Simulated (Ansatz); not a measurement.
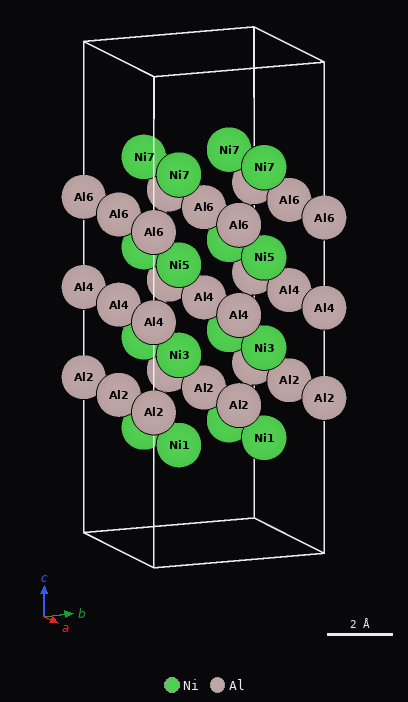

**Figure 1.** The input geometry (spheres-only view of the 2 × 2 repeat of the cell, with the vacuum cut short, seen slightly off an axis; atoms are numbered from 1 in the order of the input). An atom can appear more than once, as a periodic image.

# Run report: Al3Ni4, geometry relaxation (part 1 of 2)

- system: Al3Ni4 (slab, 7 atoms in the cell)
- method: DFT PBEsol, scalar-relativistic, plane waves, PAW, no spin polarisation (Ansatz 0.2.0)

The structure derives from an entry of the Crystallography Open Database. The input holds or restrains some coordinates. Forces given for the steps count only the free coordinates. It belongs to a series of runs on one base structure; here: clean slab, lower half held. Figures and captions count atoms from 1; the log counts them from 0 in places.

### The program's output
```
Engine: ansatz 0.2.0, x86_64-unknown-linux-gnu
Pseudopotentials: kind: paw
Pseudopotential: Ni, paw, valence charge 18, recommended cutoff 420 eV (normal), Ni.paw.azcp
Pseudopotential: Al, paw, valence charge 3, recommended cutoff 420 eV (normal), Al.paw.azcp
Functional definition: PBEsol
  exchange = pbesol_x
  correlation = pbesol_c
Crystal: 7 atoms, lattice volume = 209.604 Å³
Basis set: ecut = 420 eV, 4105 PW (Γ), exchange–correlation on 40×40×360 points (8 copies of the dense FFT grid, shifted against one another)
Bands: 49, of which v1, the nominal top of the filled ones, is band 41 counted from 1 (40 counted from 0)
Symmetry: 8 space group operations
k-points: 21 of 100
Non-local potential: Ni, projectors of the file, l = 0: 3, l = 1: 2, l = 2: 3, l = 3: 1
Non-local potential: Al, projectors of the file, l = 0: 2, l = 1: 2, l = 2: 1
PAW form: soft (Blöchl's): semilocal exchange-correlation on the pseudo side does not see the compensation charge
PAW frozen core: Ni, regenerated for the run's functional, and the local potential with it (the file was generated under x = pbe(κ = 0.804, μ = 0.2195149727645171), c = pbe(β = 0.06672455060314922))
PAW frozen core: Al, regenerated for the run's functional, and the local potential with it (the file was generated under x = pbe(κ = 0.804, μ = 0.2195149727645171), c = pbe(β = 0.06672455060314922))
PAW one-centre angular grid: Ni, 590 points (default); XC on 64 Gauss nodes
PAW one-centre angular grid: Al, 110 points (default); XC on 64 Gauss nodes
Initial density: superposition of atomic densities (neutral atoms: chi_scale 0, normalization atom), corrected by the library's trained network
Initial wavefunctions: pseudopotential atomic-orbital guess
Functional: x = pbesol(κ = 0.804, μ = 0.12345679012345678), c = pbesol(β = 0.046)
SCF iter   1: F=—  HF=-24794.999569 eV  |F-HF|=—  |Δ(HF+E_count)|=         —  Δρ=1.53e-2  dr2=4.79e-1  ethr=1.77e-3  p=-0.000 e·Å  D=-3.71e-14 V/Å  ΔV_dip=0.00 eV  dr2_dipole=5.44e-7  V_vac-E_F(+/−)=4.75/4.75 eV  ⟨swp⟩=10.3  Hψ=4991  notcnv=0  defer=3
efield: sawtooth ramp at fractional position 0.9800 (placed from the atoms, in the widest stretch of the axis that holds none; the zero of the levels goes with the place), width 0.0400; the density the first Hamiltonian is built on has a dipole p = -0.000 e·Å; the dipole correction subtracts the counter field D = -3.71e-14 V/Å, which shifts the + side's vacuum level by +0.00 eV against the − side's; the planar-averaged density in the ramp window peaks in size at 4.2e-6 e/Å³
preconditioner: auto → LDOS  [metal: Δε(μ)=0.066 eV  Ē_g=5.828 eV  σ=0.100 eV  W_gap=0.34  n_scr=46 (ndim 8)  ℏωp=18.0 eV  f_vac=0.544  D(μ)=4.15/eV (n_scr^D=14)  β→1.0]
SCF iter   2: F=—  HF=-24795.062610 eV  |F-HF|=—  |Δ(HF+E_count)|=   6.30e-2  Δρ=2.45e-2  dr2=7.96e-1  ethr=5.91e-4  p=0.000 e·Å  D=1.97e-5 V/Å  ΔV_dip=-0.00 eV  dr2_dipole=4.23e-7  V_vac-E_F(+/−)=4.81/4.81 eV  ⟨swp⟩=2.4  Hψ=1836  notcnv=0  defer=58
SCF iter   3: F=—  HF=-24794.976355 eV  |F-HF|=—  |Δ(HF+E_count)|=   8.63e-2  Δρ=9.94e-3  dr2=1.41e-1  ethr=5.91e-4  p=0.000 e·Å  D=1.13e-5 V/Å  ΔV_dip=-0.00 eV  dr2_dipole=2.80e-7  V_vac-E_F(+/−)=4.76/4.76 eV  ⟨swp⟩=2.1  Hψ=1475  notcnv=0  defer=58
SCF iter   4: F=—  HF=-24794.962990 eV  |F-HF|=—  |Δ(HF+E_count)|=   1.34e-2  Δρ=7.82e-4  dr2=9.51e-4  ethr=1.74e-4  p=-0.000 e·Å  D=-6.00e-6 V/Å  ΔV_dip=0.00 eV  dr2_dipole=4.60e-8  V_vac-E_F(+/−)=4.73/4.73 eV  ⟨swp⟩=2.0  Hψ=1560  notcnv=0  defer=59
SCF iter   5: F=—  HF=-24794.963019 eV  |F-HF|=—  |Δ(HF+E_count)|=   2.87e-5  Δρ=7.10e-4  dr2=7.91e-4  ethr=1.17e-6  p=-0.000 e·Å  D=-4.93e-6 V/Å  ΔV_dip=0.00 eV  dr2_dipole=2.63e-9  V_vac-E_F(+/−)=4.73/4.73 eV  ⟨swp⟩=3.0  Hψ=2282  notcnv=0  defer=56
SCF iter   6: F=—  HF=-24794.963141 eV  |F-HF|=—  |Δ(HF+E_count)|=   1.22e-4  Δρ=1.17e-4  dr2=4.45e-5  ethr=9.77e-7  p=0.000 e·Å  D=2.80e-8 V/Å  ΔV_dip=-0.00 eV  dr2_dipole=4.55e-9  V_vac-E_F(+/−)=4.73/4.73 eV  ⟨swp⟩=2.0  Hψ=1176  notcnv=0  defer=56
SCF iter   7: F=-24794.963162 eV  HF=-24794.963167 eV  |F-HF|=5.09e-6  |Δ(HF+E_count)|=   2.64e-5  Δρ=8.86e-5  dr2=1.24e-5  ethr=2.78e-8  p=-0.000 e·Å  D=-8.93e-7 V/Å  ΔV_dip=0.00 eV  dr2_dipole=2.66e-10  V_vac-E_F(+/−)=4.73/4.73 eV  ⟨swp⟩=22.0  Hψ=12174  notcnv=0
SCF 1 converged in 7 iterations: F = -24794.963162 eV  dr2 = 1.24e-5
  greatest PAW one-centre occupation: 1.001 electrons in one spin orbital (limit 2), on the Ni atom at site 0 (counted from 0), in its partial waves of l = 1
relax step   1: F+E_penalty+E_count = -24794.96316237 eV  Δ(F+E_penalty+E_count) = +0.000e0 eV  max|allowed force component| = 9.817e-1 eV/Å  Δτ_max = 0.0000 Å  (7 SCF iters, dr2 threshold 2.25e-5 eV, accepted)
Initial density: handed on by an earlier stage of this run
Initial wavefunctions: those handed on with the density
iter 1 solved again at ethr=1.32e-4 eV; its pass at ethr=3.10e-3 eV (dr2=1.07e-1 eV) is discarded
SCF iter   1: F=—  HF=-24795.017692 eV  |F-HF|=—  |Δ(HF+E_count)|=         —  Δρ=4.42e-3  dr2=9.77e-2  ethr=1.32e-4  p=-0.000 e·Å  D=-6.32e-7 V/Å  ΔV_dip=0.00 eV  dr2_dipole=2.52e-2  V_vac-E_F(+/−)=4.73/4.73 eV  ⟨swp⟩=2.0  Hψ=3450  notcnv=0  defer=49
efield: sawtooth ramp at fractional position 0.9800 (handed on by an earlier solve), width 0.0400; the density the first Hamiltonian is built on has a dipole p = -0.000 e·Å; the dipole correction subtracts the counter field D = -6.32e-7 V/Å, which shifts the + side's vacuum level by +0.00 eV against the − side's; the planar-averaged density in the ramp window peaks in size at 4.0e-6 e/Å³
preconditioner: auto → LDOS  [metal: Δε(μ)=0.055 eV  Ē_g=5.920 eV  σ=0.100 eV  W_gap=0.30  n_scr=46 (ndim 8)  ℏωp=18.0 eV  f_vac=0.547  D(μ)=4.36/eV (n_scr^D=14)  β→1.0]
SCF iter   2: F=—  HF=-24795.016379 eV  |F-HF|=—  |Δ(HF+E_count)|=   1.31e-3  Δρ=3.19e-3  dr2=4.31e-2  ethr=1.21e-4  p=0.006 e·Å  D=4.75e-3 V/Å  ΔV_dip=-0.12 eV  dr2_dipole=2.70e-4  V_vac-E_F(+/−)=4.62/4.74 eV  ⟨swp⟩=2.2  Hψ=1699  notcnv=0  defer=49
SCF iter   3: F=—  HF=-24795.008886 eV  |F-HF|=—  |Δ(HF+E_count)|=   7.49e-3  Δρ=1.64e-3  dr2=4.53e-3  ethr=5.32e-5  p=0.001 e·Å  D=1.04e-3 V/Å  ΔV_dip=-0.03 eV  dr2_dipole=3.19e-4  V_vac-E_F(+/−)=4.71/4.74 eV  ⟨swp⟩=2.1  Hψ=1626  notcnv=0  defer=54
SCF iter   4: F=—  HF=-24795.008716 eV  |F-HF|=—  |Δ(HF+E_count)|=   1.71e-4  Δρ=8.92e-4  dr2=1.11e-3  ethr=5.59e-6  p=-0.001 e·Å  D=-4.74e-4 V/Å  ΔV_dip=0.01 eV  dr2_dipole=1.24e-6  V_vac-E_F(+/−)=4.76/4.74 eV  ⟨swp⟩=2.8  Hψ=1638  notcnv=0  defer=53
SCF iter   5: F=—  HF=-24795.008744 eV  |F-HF|=—  |Δ(HF+E_count)|=   2.86e-5  Δρ=2.78e-4  dr2=1.13e-4  ethr=1.37e-6  p=-0.000 e·Å  D=-2.54e-4 V/Å  ΔV_dip=0.01 eV  dr2_dipole=7.47e-6  V_vac-E_F(+/−)=4.75/4.74 eV  ⟨swp⟩=2.2  Hψ=1265  notcnv=0  defer=53
SCF iter   6: F=-24795.008827 eV  HF=-24795.008817 eV  |F-HF|=1.01e-5  |Δ(HF+E_count)|=   7.25e-5  Δρ=4.06e-5  dr2=3.28e-6  ethr=7.44e-8  p=-0.000 e·Å  D=-3.50e-4 V/Å  ΔV_dip=0.01 eV  dr2_dipole=1.00e-9  V_vac-E_F(+/−)=4.75/4.74 eV  ⟨swp⟩=20.8  Hψ=11606  notcnv=0
SCF 2 converged in 6 iterations: F = -24795.008827 eV  dr2 = 3.28e-6
  Residual-converged pass: ⟨swp⟩=1.0  Hψ=1113  notcnv=0  max |occ|·‖R‖ = 7.0e-9 eV (tolerance 1.0e-8 eV)  dr2=3.28e-6  dr2_onsite=2.93e-7  max |Δocc| = 3.2e-11
relax step   2: F+E_penalty+E_count = -24795.00882665 eV  Δ(F+E_penalty+E_count) = -4.566e-2 eV  max|allowed force component| = 5.816e-1 eV/Å  Δτ_max = 0.0562 Å  (6 SCF iters, dr2 threshold 6.02e-5 eV, accepted)
SCF iter   1: F=—  HF=-24795.045428 eV  |F-HF|=—  |Δ(HF+E_count)|=         —  Δρ=4.49e-3  dr2=1.05e-1  ethr=1.90e-3  p=-0.000 e·Å  D=-3.52e-4 V/Å  ΔV_dip=0.01 eV  dr2_dipole=2.72e-2  V_vac-E_F(+/−)=4.75/4.74 eV  ⟨swp⟩=3.8  Hψ=2323  notcnv=0  defer=50
efield: sawtooth ramp at fractional position 0.9800 (handed on by an earlier solve), width 0.0400; the density the first Hamiltonian is built on has a dipole p = -0.000 e·Å; the dipole correction subtracts the counter field D = -3.52e-4 V/Å, which shifts the + side's vacuum level by +0.01 eV against the − side's; the planar-averaged density in the ramp window peaks in size at 7.2e-6 e/Å³
preconditioner: auto → LDOS  [metal: Δε(μ)=0.021 eV  Ē_g=5.937 eV  σ=0.100 eV  W_gap=0.12  n_scr=46 (ndim 8)  ℏωp=18.0 eV  f_vac=0.549  D(μ)=4.79/eV (n_scr^D=16)  β→1.0]
SCF iter   2: F=—  HF=-24795.039424 eV  |F-HF|=—  |Δ(HF+E_count)|=   6.00e-3  Δρ=2.79e-3  dr2=3.50e-2  ethr=1.29e-4  p=0.005 e·Å  D=4.73e-3 V/Å  ΔV_dip=-0.12 eV  dr2_dipole=3.14e-3  V_vac-E_F(+/−)=4.64/4.76 eV  ⟨swp⟩=2.4  Hψ=1875  notcnv=0  defer=57
SCF iter   3: F=—  HF=-24795.032474 eV  |F-HF|=—  |Δ(HF+E_count)|=   6.95e-3  Δρ=1.58e-3  dr2=4.65e-3  ethr=4.32e-5  p=-0.000 e·Å  D=-3.81e-5 V/Å  ΔV_dip=0.00 eV  dr2_dipole=2.46e-4  V_vac-E_F(+/−)=4.75/4.75 eV  ⟨swp⟩=2.1  Hψ=1591  notcnv=0  defer=57
SCF iter   4: F=—  HF=-24795.032025 eV  |F-HF|=—  |Δ(HF+E_count)|=   4.49e-4  Δρ=6.56e-4  dr2=5.45e-4  ethr=5.74e-6  p=-0.001 e·Å  D=-8.14e-4 V/Å  ΔV_dip=0.02 eV  dr2_dipole=2.87e-7  V_vac-E_F(+/−)=4.78/4.76 eV  ⟨swp⟩=3.0  Hψ=1545  notcnv=0  defer=57
SCF iter   5: F=—  HF=-24795.032062 eV  |F-HF|=—  |Δ(HF+E_count)|=   3.63e-5  Δρ=9.78e-5  dr2=2.52e-5  ethr=6.73e-7  p=-0.001 e·Å  D=-8.50e-4 V/Å  ΔV_dip=0.02 eV  dr2_dipole=7.85e-7  V_vac-E_F(+/−)=4.78/4.76 eV  ⟨swp⟩=2.0  Hψ=1430  notcnv=0  defer=58
SCF iter   6: F=-24795.032105 eV  HF=-24795.032102 eV  |F-HF|=2.88e-6  |Δ(HF+E_count)|=   4.00e-5  Δρ=6.11e-5  dr2=7.01e-6  ethr=2.61e-8  p=-0.001 e·Å  D=-1.07e-3 V/Å  ΔV_dip=0.03 eV  dr2_dipole=5.88e-7  V_vac-E_F(+/−)=4.78/4.76 eV  ⟨swp⟩=22.2  Hψ=11868  notcnv=0
SCF 3 converged in 6 iterations: F = -24795.032105 eV  dr2 = 7.01e-6
  greatest PAW one-centre occupation: 1.001 electrons in one spin orbital (limit 2), on the Ni atom at site 6 (counted from 0), in its partial waves of l = 1
relax step   3: F+E_penalty+E_count = -24795.03210453 eV  Δ(F+E_penalty+E_count) = -2.328e-2 eV  max|allowed force component| = 3.396e-2 eV/Å  Δτ_max = 0.0656 Å  (6 SCF iters, dr2 threshold 2.11e-5 eV, accepted)
SCF iter   1: F=—  HF=-24795.032448 eV  |F-HF|=—  |Δ(HF+E_count)|=         —  Δρ=6.49e-4  dr2=2.54e-3  ethr=1.05e-5  p=-0.001 e·Å  D=-1.07e-3 V/Å  ΔV_dip=0.03 eV  dr2_dipole=6.63e-4  V_vac-E_F(+/−)=4.79/4.76 eV  ⟨swp⟩=2.0  Hψ=1955  notcnv=0  defer=47
efield: sawtooth ramp at fractional position 0.9800 (handed on by an earlier solve), width 0.0400; the density the first Hamiltonian is built on has a dipole p = -0.001 e·Å; the dipole correction subtracts the counter field D = -1.07e-3 V/Å, which shifts the + side's vacuum level by +0.03 eV against the − side's; the planar-averaged density in the ramp window peaks in size at 3.0e-6 e/Å³
preconditioner: auto → LDOS  [metal: Δε(μ)=0.022 eV  Ē_g=5.938 eV  σ=0.100 eV  W_gap=0.12  n_scr=46 (ndim 8)  ℏωp=18.0 eV  f_vac=0.548  D(μ)=4.74/eV (n_scr^D=16)  β→1.0]
SCF iter   2: F=—  HF=-24795.032281 eV  |F-HF|=—  |Δ(HF+E_count)|=   1.67e-4  Δρ=2.38e-4  dr2=3.13e-4  ethr=3.14e-6  p=-0.002 e·Å  D=-1.65e-3 V/Å  ΔV_dip=0.04 eV  dr2_dipole=8.38e-6  V_vac-E_F(+/−)=4.80/4.76 eV  ⟨swp⟩=2.0  Hψ=1472  notcnv=0  defer=51
SCF iter   3: F=—  HF=-24795.032292 eV  |F-HF|=—  |Δ(HF+E_count)|=   1.12e-5  Δρ=8.87e-5  dr2=3.88e-5  ethr=3.86e-7  p=-0.001 e·Å  D=-1.18e-3 V/Å  ΔV_dip=0.03 eV  dr2_dipole=6.64e-6  V_vac-E_F(+/−)=4.79/4.76 eV  ⟨swp⟩=2.3  Hψ=1489  notcnv=0  defer=51
SCF iter   4: F=—  HF=-24795.032218 eV  |F-HF|=—  |Δ(HF+E_count)|=   7.48e-5  Δρ=5.49e-5  dr2=6.49e-6  ethr=4.79e-8  p=-0.001 e·Å  D=-1.26e-3 V/Å  ΔV_dip=0.03 eV  dr2_dipole=4.31e-9  V_vac-E_F(+/−)=4.79/4.76 eV  ⟨swp⟩=2.1  Hψ=1449  notcnv=0  defer=51
SCF iter   5: F=—  HF=-24795.032218 eV  |F-HF|=—  |Δ(HF+E_count)|=   1.63e-7  Δρ=1.32e-5  dr2=3.71e-7  ethr=8.01e-9  p=-0.001 e·Å  D=-1.26e-3 V/Å  ΔV_dip=0.03 eV  dr2_dipole=1.33e-7  V_vac-E_F(+/−)=4.79/4.76 eV  ⟨swp⟩=2.0  Hψ=1306  notcnv=0  defer=51
iter 6 did not close the SCF: its close was put off until two iterations running show no level that it waits for move by more than its bar (scf_convergence_deferred on its scf_iter line)
SCF iter   6: F=-24795.032221 eV  HF=-24795.032221 eV  |F-HF|=6.65e-7  |Δ(HF+E_count)|=   2.81e-6  Δρ=4.68e-6  dr2=5.82e-8  ethr=1.23e-10  p=-0.001 e·Å  D=-1.24e-3 V/Å  ΔV_dip=0.03 eV  dr2_dipole=1.80e-8  V_vac-E_F(+/−)=4.79/4.76 eV  ⟨swp⟩=17.8  Hψ=9095  notcnv=0
iter 7 did not close the SCF: its close was put off until two iterations running show no level that it waits for move by more than its bar (scf_convergence_deferred on its scf_iter line)
SCF iter   7: F=-24795.032221 eV  HF=-24795.032221 eV  |F-HF|=2.13e-8  |Δ(HF+E_count)|=   6.82e-7  Δρ=4.54e-6  dr2=3.38e-8  ethr=7.18e-11  p=-0.001 e·Å  D=-1.24e-3 V/Å  ΔV_dip=0.03 eV  dr2_dipole=2.39e-9  V_vac-E_F(+/−)=4.79/4.76 eV  ⟨swp⟩=10.8  Hψ=7852  notcnv=0
iter 8 did not close the SCF: its close was put off until two iterations running show no level that it waits for move by more than its bar (scf_convergence_deferred on its scf_iter line)
SCF iter   8: F=-24795.032221 eV  HF=-24795.032221 eV  |F-HF|=9.43e-9  |Δ(HF+E_count)|=   4.18e-8  Δρ=1.17e-6  dr2=3.60e-9  ethr=4.17e-11  p=-0.001 e·Å  D=-1.24e-3 V/Å  ΔV_dip=0.03 eV  dr2_dipole=5.39e-10  V_vac-E_F(+/−)=4.79/4.76 eV  ⟨swp⟩=9.5  Hψ=7184  notcnv=0
SCF iter   9: F=-24795.032221 eV  HF=-24795.032221 eV  |F-HF|=1.69e-9  |Δ(HF+E_count)|=   1.12e-8  Δρ=5.82e-7  dr2=6.11e-10  ethr=4.44e-12  p=-0.001 e·Å  D=-1.23e-3 V/Å  ΔV_dip=0.03 eV  dr2_dipole=3.17e-12  V_vac-E_F(+/−)=4.79/4.76 eV  ⟨swp⟩=8.2  Hψ=6456  notcnv=0
SCF 4 converged in 9 iterations: F = -24795.032221 eV  dr2 = 6.11e-10
relax step   4: F+E_penalty+E_count = -24795.03222138 eV  Δ(F+E_penalty+E_count) = -1.169e-4 eV  max|allowed force component| = 8.072e-3 eV/Å  Δτ_max = 0.0049 Å  (9 SCF iters, accepted)
```

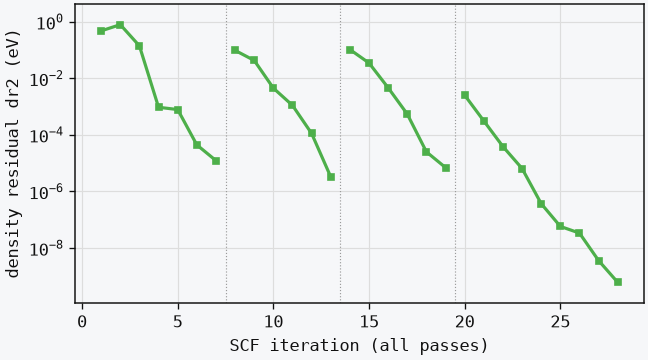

**Figure 2.** Convergence of the self-consistent field: density residual dr2 against the SCF iteration. The dotted lines part the SCF passes of the relaxation: geometry steps, rejected trials and re-solves on a re-selected basis. The passes take 7, 6, 6 and 9 iterations.

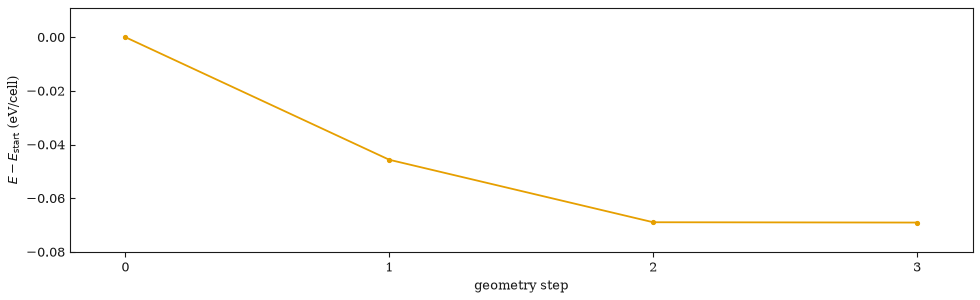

**Figure 3.** Progress of the restrained relaxation, step by step (the first geometry is step 0 here and step 1 in the log).
